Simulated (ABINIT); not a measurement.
**Phonon calculation of GaSb (part 2 of 2)**

GaSb (F-43m, 2 atoms in the cell); Kohn-Sham DFT of a periodic cell, PBEsol, JTH PAW PBE v2.0, no spin polarisation (ABINIT 10.8.3); cutoff 353.75 eV, 4×4×4 k-mesh, fermi-dirac of 0.05 eV. The structure derives from an entry of the Crystallography Open Database.

Geometry of the input (Å; fractional positions):
```
0.0000  3.0590  3.0590
3.0590  0.0000  3.0590
3.0590  3.0590  0.0000
Sb 0.7500  0.7500  0.7500
Ga 0.0000  0.0000  0.0000
```

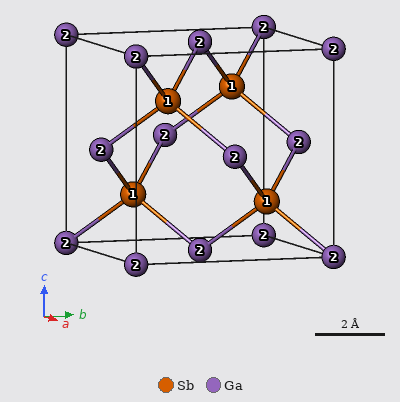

Figure 1. The input geometry (ball-and-stick view of the cell 4 times as large as that of the calculation, set on its symmetry axes, seen slightly off an axis; atoms are numbered from 1 in the order of the input).

## The program's output, continued
```
 cartesian forces (eV/Angstrom) at end:
    1     -0.00000000000000    -0.00000000000000     0.00000000000000
    2      0.00000000000000     0.00000000000000    -0.00000000000000
 frms,max,avg= 1.0106104E-29 1.4034651E-29   0.000E+00  0.000E+00  0.000E+00 e/A
 length scales=  8.175105051959  8.175105051959  8.175105051959 bohr
              =  4.326079287300  4.326079287300  4.326079287300 angstroms
 Fermi (or HOMO) energy (hartree) =   0.17159   Average Vxc (hartree)=  -0.32057
 Eigenvalues (hartree) for nkpt=  10  k points:
 kpt#   1, nband= 22, wtk=  0.09375, kpt= -0.1250 -0.2500  0.0000 (reduced coord)
  -0.88671   -0.88661   -0.88661   -0.88611   -0.88607   -0.38380   -0.38291   -0.38289
  -0.38149   -0.38137   -0.23448    0.03478    0.12251    0.12469    0.23253    0.26682
   0.32994    0.33631    0.41281    0.45924    0.48601    0.52488
      occupation numbers for kpt#   1
   2.00000    2.00000    2.00000    2.00000    2.00000    2.00000    2.00000    2.00000
   2.00000    2.00000    2.00000    2.00000    2.00000    2.00000    0.00000    0.00000
   0.00000    0.00000    0.00000    0.00000    0.00000    0.00000
 prteigrs : prtvol=0 or 1, do not print more k-points.

--- !EnergyTerms
iteration_state     : {dtset: 1, }
comment             : Components of total free energy in Hartree
kinetic             :  9.07336872867728E+00
hartree             :  5.37438218363833E+01
xc                  : -3.96485605259293E+00
Ewald energy        : -9.16498378186032E+01
psp_core            :  3.56597888649757E+00
local_psp           : -1.48143213667850E+02
PAW spherical_terms :  1.56928088532546E+01
internal            : -1.61681929234233E+02
'-kT*entropy'       : -2.13894281335478E-06
total_energy        : -1.61681931373176E+02
total_energy_eV     : -4.39958948359169E+03
...

--- !EnergyTermsDC
iteration_state     : {dtset: 1, }
comment             : '"Double-counting" decomposition of free energy'
band_energy         : -1.28076537997108E+01
Ewald energy        : -9.16498378186032E+01
psp_core            :  3.56597888649757E+00
xc_dc               : -5.29784504361220E+01
PAW spherical_terms : -7.81196582290419E+00
internal            : -1.61681928990843E+02
'-kT*entropy'       : -2.13894281335478E-06
total_energy_dc     : -1.61681931129785E+02
total_energy_dc_eV  : -4.39958947696869E+03
...

--- !EnergyTermsWithPAWCore
iteration_state     : {dtset: 1, }
comment             : 'Components of total free energy, including PAW core contributions'
Total energy        : -8.42139506147904E+03
Total energy DC     : -8.42139506123565E+03
Total energy (eV)   : -2.29157833747903E+05
Total energy DC (eV): -2.29157833741280E+05
...

 Cartesian components of stress tensor (hartree/bohr^3)
  sigma(1 1)=  2.59758900E-05  sigma(3 2)=  0.00000000E+00
  sigma(2 2)=  2.59758900E-05  sigma(3 1)=  0.00000000E+00
  sigma(3 3)=  2.59758900E-05  sigma(2 1)=  0.00000000E+00

-Cartesian components of stress tensor (GPa)         [Pressure= -7.6424E-01 GPa]
- sigma(1 1)=  7.64237070E-01  sigma(3 2)=  0.00000000E+00
- sigma(2 2)=  7.64237070E-01  sigma(3 1)=  0.00000000E+00
- sigma(3 3)=  7.64237070E-01  sigma(2 1)=  0.00000000E+00

================================================================================
== DATASET  2 ==================================================================

--- !DatasetInfo
iteration_state: {dtset: 2, }
dimensions: {natom: 2, nkpt: 128, mband: 22, nsppol: 1, nspinor: 1, nspden: 1, mpw: 887, }
cutoff_energies: {ecut:  13.0, pawecutdg:  26.0, }
electrons: {nelect:   2.80000000E+01, charge:   0.00000000E+00, occopt:   3.00000000E+00, tsmear:   1.83747000E-03, }
meta: {optdriver: 1, rfphon: 1, }
...

 mkfilename : getwfk/=0, take file _WFK from output of DATASET   1.

 Real(R)+Recip(G) space primitive vectors, cartesian coordinates (Bohr,Bohr^-1):
 R(1)=  0.0000000  5.7806722  5.7806722  G(1)= -0.0864951  0.0864951  0.0864951
 R(2)=  5.7806722  0.0000000  5.7806722  G(2)=  0.0864951 -0.0864951  0.0864951
 R(3)=  5.7806722  5.7806722  0.0000000  G(3)=  0.0864951  0.0864951 -0.0864951
 Unit cell volume ucvol=  3.8633587E+02 bohr^3
 Angles (23,13,12)=  6.00000000E+01  6.00000000E+01  6.00000000E+01 degrees
 setup1 : take into account q-point for computing boxcut.

 Coarse grid specifications (used for wave-functions):

 getcut: wavevector=  0.0000  0.0000  0.0000  ngfft=  30  30  30
         ecut(hartree)=     13.000   => boxcut(ratio)=   2.26346

 getcut : COMMENT -
  Note that boxcut > 2.2 ; recall that boxcut=Gcut(box)/Gcut(sphere) = 2
  is sufficient for exact treatment of convolution.
  Such a large boxcut is a waste : you could raise ecut
  e.g. ecut=   16.650589 Hartrees makes boxcut=2

 Fine grid specifications (used for densities):

 getcut: wavevector=  0.0000  0.0000  0.0000  ngfft=  40  40  40
         ecut(hartree)=     26.000   => boxcut(ratio)=   2.13164
--------------------------------------------------------------------------------

 ==>  initialize data related to q vector <==

 The list of irreducible perturbations for this q vector is:
    1)    idir= 1    ipert=   1
    2)    idir= 1    ipert=   2

================================================================================

 The perturbation idir=   2  ipert=   1 is
 symmetric of a previously calculated perturbation.
 So, its SCF calculation is not needed.

 The perturbation idir=   3  ipert=   1 is
 symmetric of a previously calculated perturbation.
 So, its SCF calculation is not needed.

 The perturbation idir=   2  ipert=   2 is
 symmetric of a previously calculated perturbation.
 So, its SCF calculation is not needed.

 The perturbation idir=   3  ipert=   2 is
 symmetric of a previously calculated perturbation.
 So, its SCF calculation is not needed.

--------------------------------------------------------------------------------
 Perturbation wavevector (in red.coord.)   0.000000  0.000000  0.000000
 Perturbation : displacement of atom   1   along direction   1
 Found     2 symmetries that leave the perturbation invariant.
 symkpt : the number of k-points, thanks to the symmetries,
 is reduced to    72 .

--------------------------------------------------------------------------------

--------------------------------------------------------------------------------

 dfpt_looppert : total number of electrons, from k and k+q
  fully or partially occupied states are    2.800000E+01 and    2.800000E+01.
 Initialisation of the first-order wave-functions :
  ireadwf=   0

--- !BeginCycle
iteration_state: {dtset: 2, }
solver: {iscf: 7, nstep: 80, nline: 4, wfoptalg: 10, }
tolerances: {tolvrs: 1.00E-08, }
...

     iter   2DEtotal(Ha)        deltaE(Ha) residm    vres2
-ETOT  1   1345.5082487422      2.970E+03 1.920E+00 4.872E+06
 ETOT  2   167.51991969376     -1.178E+03 7.181E-01 5.805E+05
 ETOT  3   5.9932867034264     -1.615E+02 9.937E-02 1.931E+03
 ETOT  4   5.4950058730879     -4.983E-01 1.736E-02 6.032E+02
 ETOT  5   5.3364306357231     -1.586E-01 3.954E-04 1.951E+01
 ETOT  6   5.3325569903578     -3.874E-03 5.542E-05 2.337E+00
 ETOT  7   5.3314724063526     -1.085E-03 3.696E-06 2.029E-02
 ETOT  8   5.3314662547869     -6.152E-06 1.328E-07 3.834E-03
 ETOT  9   5.3314649237715     -1.331E-06 5.316E-09 2.569E-04
 ETOT 10   5.3314648488737     -7.490E-08 3.401E-10 1.316E-05
 ETOT 11   5.3314648421006     -6.773E-09 2.985E-11 1.263E-06
 ETOT 12   5.3314648416605     -4.397E-10 1.590E-12 1.827E-07
 ETOT 13   5.3314648416004     -6.025E-11 4.608E-13 5.912E-09

 At SCF step   13       vres2   =  5.91E-09 < tolvrs=  1.00E-08 =>converged.
================================================================================

 ----iterations are completed or convergence reached----

 Mean square residual over all n,k,spin=   68.548E-15; max=  46.078E-14

 2DEtotal=    0.5331464842E+01 Ha. Also 2DEtotal=    0.145076549062E+03 eV
    (2DErelax=    1.6302141942E+03 Ha. 2DEnonrelax=   -1.6248827293E+03 Ha)
    (  non-var. 2DEtotal :    5.3314647760E+00 Ha)

--------------------------------------------------------------------------------
 Perturbation wavevector (in red.coord.)   0.000000  0.000000  0.000000
 Perturbation : displacement of atom   2   along direction   1
 Found     2 symmetries that leave the perturbation invariant.
 symkpt : the number of k-points, thanks to the symmetries,
 is reduced to    72 .

--------------------------------------------------------------------------------

--------------------------------------------------------------------------------

 dfpt_looppert : total number of electrons, from k and k+q
  fully or partially occupied states are    2.800000E+01 and    2.800000E+01.
 Initialisation of the first-order wave-functions :
  ireadwf=   0

--- !BeginCycle
iteration_state: {dtset: 2, }
solver: {iscf: 7, nstep: 80, nline: 4, wfoptalg: 10, }
tolerances: {tolvrs: 1.00E-08, }
...

     iter   2DEtotal(Ha)        deltaE(Ha) residm    vres2
-ETOT  1   1305.6883850103      3.145E+03 6.767E+00 4.767E+06
 ETOT  2   193.18602269883     -1.113E+03 2.710E+00 6.511E+05
 ETOT  3   6.5527126289618     -1.866E+02 3.159E-01 3.273E+03
 ETOT  4   5.5198801011567     -1.033E+00 6.443E-03 1.213E+03
 ETOT  5   5.2768141140852     -2.431E-01 8.295E-04 1.928E+01
 ETOT  6   5.2716058523867     -5.208E-03 6.641E-05 1.475E+00
 ETOT  7   5.2708987775115     -7.071E-04 3.019E-06 7.826E-02
 ETOT  8   5.2708875465243     -1.123E-05 2.106E-07 7.509E-03
 ETOT  9   5.2708867154362     -8.311E-07 1.074E-08 3.152E-04
 ETOT 10   5.2708866867744     -2.866E-08 6.623E-10 3.242E-05
 ETOT 11   5.2708866814330     -5.341E-09 1.951E-11 2.427E-06
 ETOT 12   5.2708866807217     -7.115E-10 3.293E-12 2.849E-07
 ETOT 13   5.2708866806872     -3.456E-11 3.858E-13 1.876E-08
 ETOT 14   5.2708866806890      1.364E-12 2.673E-14 1.269E-09

 At SCF step   14       vres2   =  1.27E-09 < tolvrs=  1.00E-08 =>converged.
================================================================================

 ----iterations are completed or convergence reached----

 Mean square residual over all n,k,spin=   11.123E-16; max=  26.730E-15

 2DEtotal=    0.5270886681E+01 Ha. Also 2DEtotal=    0.143428133327E+03 eV
    (2DErelax=    1.8444649770E+03 Ha. 2DEnonrelax=   -1.8391940903E+03 Ha)
    (  non-var. 2DEtotal :    5.2708843241E+00 Ha)

================================================================================

 ---- first-order wavefunction calculations are completed ----

 ==> Compute Derivative Database <==

  Dynamical matrix, in cartesian coordinates,
   if specified in the inputs, asr has been imposed
     j1       j2             matrix element
  dir pert dir pert     real part    imaginary part

   1    1   1    1         0.0814464652        -0.0000000000
   1    1   1    2        -0.0814464652         0.0000000000

   2    1   2    1         0.0814464652         0.0000000000
   2    1   2    2        -0.0814464652        -0.0000000000

   3    1   3    1         0.0814464652        -0.0000000000
   3    1   3    2        -0.0814464652         0.0000000000

   1    2   1    1        -0.0814463481        -0.0000000000
   1    2   1    2         0.0814463481         0.0000000000

   2    2   2    1        -0.0814463481         0.0000000000
   2    2   2    2         0.0814463481        -0.0000000000

   3    2   3    1        -0.0814463481        -0.0000000000
   3    2   3    2         0.0814463481         0.0000000000

  Phonon wavevector (reduced coordinates) :  0.00000  0.00000  0.00000
 Phonon energies in Hartree :
   0.000000E+00  0.000000E+00  0.000000E+00  1.003888E-03  1.003888E-03
   1.003888E-03
 Phonon frequencies in cm-1    :
   0.000000E+00  0.000000E+00  0.000000E+00  2.203279E+02  2.203279E+02
   2.203279E+02

== END DATASET(S) ==============================================================
================================================================================

 -outvars: echo values of variables after computation  --------
            acell      8.1751050520E+00  8.1751050520E+00  8.1751050520E+00 Bohr
           etotal1    -1.6168193113E+02
           etotal2     5.2708866807E+00
            fcart1    -9.0976836292E-32 -1.8195367258E-31  2.7293050887E-31
                       9.0976836292E-32  1.8195367258E-31 -2.7293050887E-31
            fcart2     0.0000000000E+00  0.0000000000E+00  0.0000000000E+00
                       0.0000000000E+00  0.0000000000E+00  0.0000000000E+00
            rprim      0.0000000000E+00  7.0710678120E-01  7.0710678120E-01
                       7.0710678120E-01  0.0000000000E+00  7.0710678120E-01
                       7.0710678120E-01  7.0710678120E-01  0.0000000000E+00
           strten1     2.5975890027E-05  2.5975890027E-05  2.5975890027E-05
                       0.0000000000E+00  0.0000000000E+00  0.0000000000E+00
           strten2     0.0000000000E+00  0.0000000000E+00  0.0000000000E+00
                       0.0000000000E+00  0.0000000000E+00  0.0000000000E+00
           xangst      4.5885000001E+00  4.5885000001E+00  4.5885000001E+00
                       0.0000000000E+00  0.0000000000E+00  0.0000000000E+00
             xred      7.5000000000E-01  7.5000000000E-01  7.5000000000E-01
                       0.0000000000E+00  0.0000000000E+00  0.0000000000E+00
 Calculation completed.
```

## File anaddb.abo
```
.Version 10.8.3 of ANADDB
================================================================================

 -outvars_anaddb: echo values of input variables ----------------------

 Miscellaneous information :
       eivec         1
         asr         1
      chneut         0
 First list of wavevector (reduced coord.) :
       nph1l         1
       qph1l
                     0.00000000E+00  0.00000000E+00  0.00000000E+00    1.000E+00

================================================================================

 read the DDB information and perform some checks

  ==== Info on the Cryst% object ====
 Real(R)+Recip(G) space primitive vectors, cartesian coordinates (Bohr,Bohr^-1):
 R(1)=  0.0000000  5.7806722  5.7806722  G(1)= -0.0864951  0.0864951  0.0864951
 R(2)=  5.7806722  0.0000000  5.7806722  G(2)=  0.0864951 -0.0864951  0.0864951
 R(3)=  5.7806722  5.7806722  0.0000000  G(3)=  0.0864951  0.0864951 -0.0864951
 Unit cell volume ucvol=  3.8633587E+02 bohr^3
 Angles (23,13,12)=  6.00000000E+01  6.00000000E+01  6.00000000E+01 degrees
 Time-reversal symmetry is present
 Reduced atomic positions [iatom, xred, symbol]:
    1)    0.7500000  0.7500000  0.7500000  Sb
    2)    0.0000000  0.0000000  0.0000000  Ga

 DDB file with 3 blocks has been read.

================================================================================

 Treat the first list of vectors

  Phonon wavevector (reduced coordinates) :  0.00000  0.00000  0.00000
 Phonon energies in Hartree :
   0.000000E+00  0.000000E+00  0.000000E+00  1.003888E-03  1.003888E-03
   1.003888E-03
 Phonon frequencies in cm-1    :
   0.000000E+00  0.000000E+00  0.000000E+00  2.203279E+02  2.203279E+02
   2.203279E+02

 Eigendisplacements
 (will be given, for each mode : in cartesian coordinates
   for each atom the real part of the displacement vector,
   then the imaginary part of the displacement vector - absolute values smaller than 1.0d-7 are set to zero)
  Mode number    1   Energy    0.000000E+00
 Attention : low frequency mode.
   (Could be unstable or acoustic mode)
   1  0.00000000E+00  0.00000000E+00  1.69263245E-03
      0.00000000E+00  0.00000000E+00  0.00000000E+00
   2  0.00000000E+00  0.00000000E+00  1.69263366E-03
      0.00000000E+00  0.00000000E+00  0.00000000E+00
  Mode number    2   Energy    0.000000E+00
 Attention : low frequency mode.
   (Could be unstable or acoustic mode)
   1  0.00000000E+00 -1.69263245E-03  0.00000000E+00
      0.00000000E+00  0.00000000E+00  0.00000000E+00
   2  0.00000000E+00 -1.69263366E-03  0.00000000E+00
      0.00000000E+00  0.00000000E+00  0.00000000E+00
  Mode number    3   Energy    0.000000E+00
 Attention : low frequency mode.
   (Could be unstable or acoustic mode)
   1  1.69263245E-03  0.00000000E+00  0.00000000E+00
      0.00000000E+00  0.00000000E+00  0.00000000E+00
   2  1.69263367E-03  0.00000000E+00  0.00000000E+00
      0.00000000E+00  0.00000000E+00  0.00000000E+00
  Mode number    4   Energy    1.003888E-03
   1  0.00000000E+00  0.00000000E+00  1.28088804E-03
      0.00000000E+00  0.00000000E+00  0.00000000E+00
   2  0.00000000E+00 -1.27190874E-07 -2.23673464E-03
      0.00000000E+00  0.00000000E+00  0.00000000E+00
  Mode number    5   Energy    1.003888E-03
   1  0.00000000E+00 -1.28088804E-03  0.00000000E+00
      0.00000000E+00  0.00000000E+00  0.00000000E+00
   2 -1.18834124E-07  2.23673464E-03 -1.27189846E-07
      0.00000000E+00  0.00000000E+00  0.00000000E+00
  Mode number    6   Energy    1.003888E-03
   1  1.28088804E-03  0.00000000E+00  0.00000000E+00
      0.00000000E+00  0.00000000E+00  0.00000000E+00
   2 -2.23673464E-03 -1.18833023E-07  0.00000000E+00
      0.00000000E+00  0.00000000E+00  0.00000000E+00

 Analysis of degeneracies and characters (maximum tolerance=1.00E-06 a.u.)
 For each vibration mode, or group of modes if degenerate,
 the characters are given for each symmetry operation (see the list in the log file).
 Symmetry characters of vibration mode #   1
       degenerate with vibration modes #   2 to    3
  3.0 -1.0 -1.0 -1.0  1.0 -1.0  1.0 -1.0  0.0 -0.0 -0.0 -0.0  1.0 -1.0 -1.0  1.0
 -0.0 -0.0  0.0  0.0  1.0  1.0 -1.0 -1.0
 Symmetry characters of vibration mode #   4
       degenerate with vibration modes #   5 to    6
  3.0 -1.0 -1.0 -1.0  1.0 -1.0  1.0 -1.0  0.0 -0.0  0.0 -0.0  1.0 -1.0 -1.0  1.0
  0.0 -0.0  0.0  0.0  1.0  1.0 -1.0 -1.0

================================================================================

 anaddb : the run completed successfully.
```
